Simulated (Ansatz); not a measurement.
Geometry relaxation of Cd

The run: geometry relaxation of Cd (Fm-3m, 4 atoms in the cell). Method and program: DFT PBEsol, scalar-relativistic, plane waves, PAW, no spin polarisation (Ansatz 0.2.0).

The structure derives from a Materials Project entry. It belongs to a series of runs on one base structure; here: 4 of 4 Zn sites taken by Cd, cell and atoms relaxed.

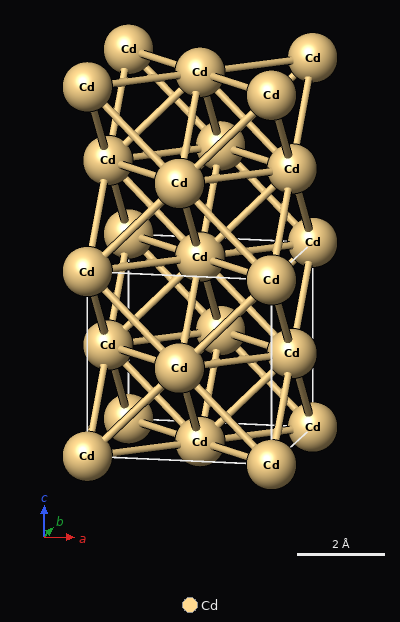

*The structure as given in the input (ball-and-stick view of the cell of the calculation, repeated 1 × 1 × 2, seen slightly off an axis).*

Near neighbours in the crystal (not all of them lie inside the picture): Cd has 12 Cd at 3.10 Å.

Input file:
```yaml
crystal:
  lattice:
    - [4.3785613823, 0.0, 0.0]
    - [0.0, -4.3785613823, 0.0]
    - [0.0, 0.0, -4.3785613823]
  atoms:
    - { symbol: Cd, position: [0.0, 0.5, 0.5] }
    - { symbol: Cd, position: [0.5, 0.0, 0.5] }
    - { symbol: Cd, position: [0.5, 0.5, 0.0] }
    - { symbol: Cd, position: [0.0, 0.0, 0.0] }
basis:
  ecutwfc: 420
kpoints:
  mp_grid: { grid: [10, 10, 10] }
hamiltonian:
  xc: pbesol
scf:
  occupations: { method: gaussian, width: 0.1 }
output:
  forces: true
  stress: true
  eigenvalues: true
  write_density: true
  write_potential: true
  elf: true
  volumetric_format: npy
relax:
  adjacent_minimum: "off"
  f_tol: 0.015
  max_steps: 60
  cell: { stress_tol: 0.15 }
```

Hardware: 1 thread of Intel Xeon @ 2.50GHz (Skylake/Cascade Lake), 64 GiB of memory available, shared host.

Command:
```bash
ansatz run input.yaml --threads 1 --pin off --max-ram 2560MiB --backend cpu --events-out ev --progress --plain --runs-dir out
```

Log:
```
Engine: ansatz 0.2.0, x86_64-unknown-linux-gnu
Pseudopotentials: kind: paw
Pseudopotential: Cd, paw, valence charge 20, recommended cutoff 420 eV (normal), Cd.paw.azcp
Functional definition: PBEsol
  exchange = pbesol_x
  correlation = pbesol_c
Crystal: 4 atoms, lattice volume = 83.945 Å³
Basis set: ecut = 420 eV, 1647 PW (Γ), exchange–correlation on 60×60×60 points (8 copies of the dense FFT grid, shifted against one another)
Bands: 48, of which v1, the nominal top of the filled ones, is band 40 counted from 1 (39 counted from 0)
Symmetry: 192 space group operations
Space group: Fm-3m (ITA 225), of the structure as read, at distance tolerance 4.4e-5 Å
k-points: 56 of 1000
Non-local potential: Cd, projectors of the file, l = 0: 3, l = 1: 2, l = 2: 2, l = 3: 1
PAW form: soft (Blöchl's): semilocal exchange-correlation on the pseudo side does not see the compensation charge
PAW frozen core: Cd, regenerated for the run's functional, and the local potential with it (the file was generated under x = pbe(κ = 0.804, μ = 0.2195149727645171), c = pbe(β = 0.06672455060314922))
PAW one-centre angular grid: Cd, 590 points (default); XC on 64 Gauss nodes
Initial density: superposition of atomic densities (neutral atoms: chi_scale 0, normalization atom), corrected by the library's trained network
Initial wavefunctions: pseudopotential atomic-orbital guess
Functional: x = pbesol(κ = 0.804, μ = 0.12345679012345678), c = pbesol(β = 0.046)
SCF iter   1: F=—  HF=-32736.205714 eV  |F-HF|=—  |Δ(HF+E_count)|=         —  Δρ=5.86e-3  dr2=2.37e-2  ethr=1.77e-3  ⟨swp⟩=5.9  Hψ=8987  notcnv=0  defer=18
preconditioner: auto → Resta (q_TF=auto, 2.706 Å⁻¹)  ε∞=5.8  [insulator: Δε(μ)=0.104 eV  Ē_g=12.876 eV  σ=0.100 eV  W_gap=0.51  n_scr=26 (ndim 8)  ℏωp=28.1 eV  f_vac=0.000  D(μ)=1.22/eV (n_scr^D=6)  ε∞_Penn≈5.8]
SCF iter   2: F=—  HF=-32736.198668 eV  |F-HF|=—  |Δ(HF+E_count)|=   7.05e-3  Δρ=1.30e-3  dr2=1.27e-3  ethr=2.96e-5  ⟨swp⟩=2.1  Hψ=4341  notcnv=0  defer=18
SCF iter   3: F=—  HF=-32736.198234 eV  |F-HF|=—  |Δ(HF+E_count)|=   4.33e-4  Δρ=4.97e-4  dr2=1.08e-4  ethr=1.58e-6  ⟨swp⟩=2.1  Hψ=3589  notcnv=0  defer=21
SCF iter   4: F=—  HF=-32736.198205 eV  |F-HF|=—  |Δ(HF+E_count)|=   2.91e-5  Δρ=7.09e-5  dr2=2.12e-6  ethr=1.35e-7  ⟨swp⟩=2.4  Hψ=4404  notcnv=0  defer=21
SCF iter   5: F=—  HF=-32736.198233 eV  |F-HF|=—  |Δ(HF+E_count)|=   2.79e-5  Δρ=1.24e-5  dr2=1.03e-7  ethr=2.65e-9  ⟨swp⟩=2.3  Hψ=4305  notcnv=0  defer=21
SCF iter   6: F=-32736.198233 eV  HF=-32736.198233 eV  |F-HF|=1.16e-10  |Δ(HF+E_count)|=   1.06e-8  Δρ=1.49e-6  dr2=1.84e-9  ethr=1.25e-10  ⟨swp⟩=9.8  Hψ=15147  notcnv=0
SCF 1 converged in 6 iterations: F = -32736.198233 eV  dr2 = 1.84e-9
  greatest PAW one-centre occupation: 1.000 electrons in one spin orbital (limit 2), on the Cd atom at site 3 (counted from 0), in its partial waves of l = 0
relax step   1: F+E_penalty+E_count = -32736.19823317 eV  Δ(F+E_penalty+E_count) = +0.000e0 eV  max|allowed force component| = 7.869e-29 eV/Å  Δτ_max = 0.0000 Å  P = -0.142 GPa  Ω = 83.945 Å³  (6 SCF iters, dr2 threshold 1.00e-7 eV, accepted)
Initial density: handed on by an earlier stage of this run
Initial wavefunctions: pseudopotential atomic-orbital guess (no wavefunctions were taken with the density)
iter 1 solved again at ethr=1.16e-9 eV; its pass at ethr=3.10e-3 eV (dr2=9.27e-7 eV) is discarded
SCF iter   1: F=—  HF=-32736.198202 eV  |F-HF|=—  |Δ(HF+E_count)|=         —  Δρ=1.78e-6  dr2=2.32e-9  ethr=1.16e-9  ⟨swp⟩=4.1  Hψ=16127  notcnv=0
preconditioner: auto → Resta (q_TF=auto, 2.706 Å⁻¹)  ε∞=5.7  [insulator: Δε(μ)=0.103 eV  Ē_g=12.946 eV  σ=0.100 eV  W_gap=0.51  n_scr=26 (ndim 8)  ℏωp=28.1 eV  f_vac=0.000  D(μ)=1.22/eV (n_scr^D=6)  ε∞_Penn≈5.7]
SCF iter   2: F=—  HF=-32736.198233 eV  |F-HF|=—  |Δ(HF+E_count)|=   3.09e-5  Δρ=9.16e-7  dr2=7.63e-10  ethr=2.90e-12  ⟨swp⟩=2.0  Hψ=4945  notcnv=0
SCF iter   3: F=-32736.198233 eV  HF=-32736.198233 eV  |F-HF|=2.18e-11  |Δ(HF+E_count)|=  5.82e-11  Δρ=4.86e-7  dr2=1.98e-10  ethr=1.00e-12  ⟨swp⟩=7.4  Hψ=12349  notcnv=0
SCF 2 converged in 3 iterations: F = -32736.198233 eV  dr2 = 1.98e-10
relax step   2: F+E_penalty+E_count = -32736.19823317 eV  Δ(F+E_penalty+E_count) = -1.237e-10 eV  max|allowed force component| = 2.559e-28 eV/Å  Δτ_max = 0.0000 Å  P = -0.142 GPa  Ω = 83.945 Å³  stress off target by 1.42e-1 GPa  SCF on the basis re-selected at this cell (its energy is not comparable with the rows above)  (3 SCF iters)
basis re-selected at this cell: Δ(F+E_penalty+E_count) = -1.237e-10 eV, ΔP = -0.000 GPa vs the last step (what re-selecting the basis moved, of the pressure what is left beyond the Pulay correction that the steps carried, after the strain that the cell walked since its last selection, with what the two solves' SCF thresholds leave and, on support functions, any second-order correction that the steps lacked; it is no measure of the basis error at this ecutwfc). This SCF's stress stands 1.42e-1 GPa from its target on what of the cell is left free (relax.cell.stress_tol is 1.50e-1 GPa) and its largest allowed force component is 2.56e-28 eV/Å (relax.f_tol is 1.50e-2 eV/Å): within both
SCF converged after 3 iterations
Free energy (F): -32736.198233 eV
Harris-Foulkes:  -32736.198233 eV  (|F-HF|=2.18e-11)
Internal energy: -32736.192115 eV  (E = F + TS)
E sigma→0 (E₀):  -32736.195174 eV
Entropy (-TS):   -0.006118 eV (-1.529 meV/atom)
Fermi energy:    15.026831 eV
--- Per-component energies (eV) ---
  E_band       = -1543.782459
  E_kinetic    = 2020.078703
  E_local      = -11496.472922  (includes V_loc(G=0)·N_el)
  E_nonlocal   = 140.812825
  E_hartree    = 5414.807002
  E_xc         = -703.926283
  E_vxc        = -886.967272  (∫ρ·V_xc dr)
  E_paw        = -16050.378949  (= ΣΔE_a)
  E_vpaw       = -2150.847350  (= ΣTr[D̂ρ^β])
  E_aug_tail   = 0.000046  (compensation charges beyond the density's cutoff)
  E_ewald      = -12062.480376
  E_core_change = 1.367839  (= ΣΔE_core)
  E_smearing   = -0.006118  (= −TS)
  E_closure    = -0.000000  (closes the sum)
  Σ components = -32736.198233   (vs F -32736.198233, Δ=0.00e0)
--- Forces (eV/Å), atoms counted from 1 ---
  atom   1  Cd    -0.00000000    -0.00000000    -0.00000000
  atom   2  Cd     0.00000000    -0.00000000    -0.00000000
  atom   3  Cd     0.00000000     0.00000000    -0.00000000
  atom   4  Cd    -0.00000000    -0.00000000    -0.00000000
  max |Σ_I F_I| component: 1.97e-28 eV/Å
--- Stress (GPa, compression-positive) ---
       -0.141793      -0.000000       0.000000
       -0.000000      -0.141793       0.000000
       -0.000000      -0.000000      -0.141793
  P = ⅓ Tr σ = -0.1418 GPa (-1.418 kbar)
--- Band table (eV; the first three rows and the last of 56) ---
  k-point 0: bands = ["-87.8930", "-87.8887", "-87.8887", "-87.8887", "-48.9915", "-48.9915", "-48.9915", "-48.9682", "-48.9682", "-48.9682", "-48.9682", "-48.9682", "-48.9682", "-48.9515", "-48.9515", "-48.9515", "5.1250", "5.1250", "5.1250", "5.1900", "5.1900", "5.1900", "5.8311", "5.8311", "5.8311", "5.8903", "6.3316", "6.3316", "6.7159", "6.7159", "6.7159", "6.8438", "6.8438", "6.8438", "6.8438", "6.8438", "6.8438", "14.0587", "14.0587", "14.0587", "16.5273", "16.5273", "16.5273", "21.7809", "21.7809", "21.7809", "21.7809", "21.7809"]
  k-point 1: bands = ["-87.8929", "-87.8888", "-87.8887", "-87.8887", "-48.9909", "-48.9909", "-48.9905", "-48.9688", "-48.9688", "-48.9682", "-48.9682", "-48.9678", "-48.9678", "-48.9525", "-48.9519", "-48.9519", "5.1415", "5.1549", "5.1549", "5.2173", "5.2182", "5.2182", "5.8129", "5.8519", "5.8519", "5.9751", "6.3164", "6.3407", "6.6927", "6.6927", "6.7062", "6.7803", "6.7803", "6.8140", "6.8140", "6.8438", "6.8438", "13.1994", "14.2047", "14.2047", "16.5639", "16.5639", "17.5361", "21.3538", "21.3538", "21.3855", "21.3855", "21.9103"]
  k-point 2: bands = ["-87.8926", "-87.8891", "-87.8887", "-87.8887", "-48.9893", "-48.9893", "-48.9877", "-48.9704", "-48.9704", "-48.9683", "-48.9683", "-48.9666", "-48.9666", "-48.9554", "-48.9531", "-48.9531", "5.1894", "5.2436", "5.2436", "5.2962", "5.2969", "5.2969", "5.7605", "5.9133", "5.9133", "6.1256", "6.3673", "6.3768", "6.6068", "6.6068", "6.6270", "6.6270", "6.6782", "6.7294", "6.7294", "6.8439", "6.8439", "11.8257", "14.6247", "14.6247", "16.6732", "16.6732", "19.3573", "20.3964", "20.3964", "20.5689", "20.5689", "22.2923"]
  k-point 55: bands = ["-87.8898", "-87.8898", "-87.8898", "-87.8898", "-48.9932", "-48.9932", "-48.9932", "-48.9932", "-48.9583", "-48.9583", "-48.9583", "-48.9583", "-48.9583", "-48.9583", "-48.9583", "-48.9583", "5.2628", "5.2628", "5.2628", "5.2628", "5.8352", "5.8352", "5.8352", "5.8352", "5.8352", "5.8352", "5.8352", "5.8352", "6.7389", "6.7389", "6.7389", "6.7389", "6.7389", "6.7389", "6.7389", "6.7389", "12.4945", "12.4945", "12.4945", "12.4945", "13.7389", "13.7389", "13.7389", "13.7389", "27.5188", "27.5188", "27.5188", "27.5188"]
--- Relaxed structure (1 steps of the walk, 1 accepted, 1 SCFs on fresh bases) ---
  F+E_penalty+E_count = -32736.19823317 eV   max|allowed force component| = 2.559e-28 eV/Å   (the final SCF, on the basis selected at the relaxed cell)
  cell:  # Å, volume = 83.9449 Å³
    - [4.3785613823, 0.0, 0.0]
    - [0.0, -4.3785613823, 0.0]
    - [0.0, 0.0, -4.3785613823]
  atoms:
    - { symbol: Cd, position: [0.0, 0.49999999999999994, 0.49999999999999994] }
    - { symbol: Cd, position: [0.49999999999999994, 0.0, 0.49999999999999994] }
    - { symbol: Cd, position: [0.49999999999999994, 0.49999999999999994, 0.0] }
    - { symbol: Cd, position: [0.0, 0.0, 0.0] }
```

Trajectory as extended XYZ (Å, eV, eV/Å), 2 frames, from step=1 to step=2:
```
4
Lattice="4.3786 0.0000 0.0000 0.0000 -4.3786 0.0000 0.0000 0.0000 -4.3786" Properties=species:S:1:pos:R:3:forces:R:3 step=1 energy=-32736.19823 pressure_GPa=-0.14
Cd    0.0000   -2.1893   -2.1893    0.0000   0.0000   0.0000
Cd    2.1893    0.0000   -2.1893    0.0000   0.0000   0.0000
Cd    2.1893   -2.1893    0.0000    0.0000   0.0000   0.0000
Cd    0.0000    0.0000    0.0000    0.0000   0.0000   0.0000
4
Lattice="4.3786 0.0000 0.0000 0.0000 -4.3786 0.0000 0.0000 0.0000 -4.3786" Properties=species:S:1:pos:R:3:forces:R:3 step=2 energy=-32736.19823 pressure_GPa=-0.14
Cd    0.0000   -2.1893   -2.1893    0.0000   0.0000   0.0000
Cd    2.1893    0.0000   -2.1893    0.0000   0.0000   0.0000
Cd    2.1893   -2.1893    0.0000    0.0000   0.0000   0.0000
Cd    0.0000    0.0000    0.0000    0.0000   0.0000   0.0000
```

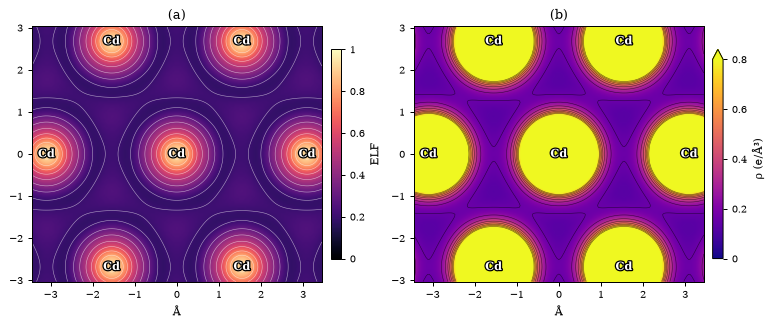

*(a) ELF; (b) valence electron density on the (111) plane of the conventional cell.*

The plane passes through Cd nuclei. Cd–Cd (3.10 Å): the density is about 0.16 e/Å³ at the midpoint; the ELF is about 0.20 at the midpoint (no localised pair between them). Away from the nuclei the density in this plane falls to 0.12 e/Å³ at its lowest. The strong features right at Cd lie inside the PAW spheres (semicore, d or f shells) and say nothing about bonding. In a PAW calculation such maps are meaningful between the atoms, not at the nuclei.

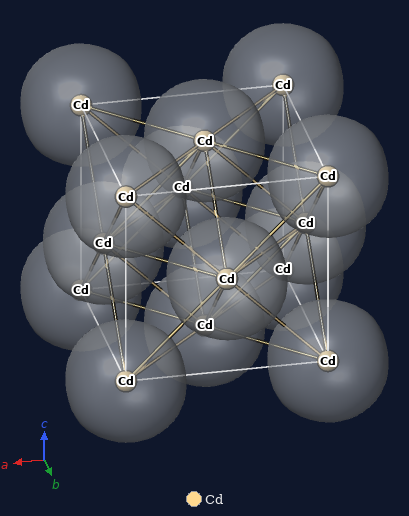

*Isosurface of the valence electron density at 0.2 e/Å³ (grey), seen at an oblique angle. Sticks mark near contacts. The outline is the cell set on symmetry axes.*

At this value the density breaks into separate islands; it holds about 90 % of the electrons treated as valence (semicore included). It is pinched off along the Cd–Cd (3.10 Å) contacts. On the grid the lowest density along these lines, outside the cores, is 0.16 e/Å³ (Cd–Cd, 3.10 Å).

Results in brief:

- outcome: converged
- space group (tolerance 0.01 Å): Fm-3m (225)
- electrons treated: 80
- free energy: −32736.1982 eV
- Fermi energy: 15.027 eV
- gap on the k-point mesh: none (metallic)
- pressure: −0.14 GPa
- final volume: 83.94 Å³
- largest force (length of the vector) at the end: under 0.001 eV/Å
- final cell: a = 4.379 Å, b = 4.379 Å, c = 4.379 Å, α = 90.00°, β = 90.00°, γ = 90.00°
- wall time: 19 s
- peak memory: 0.51 GiB
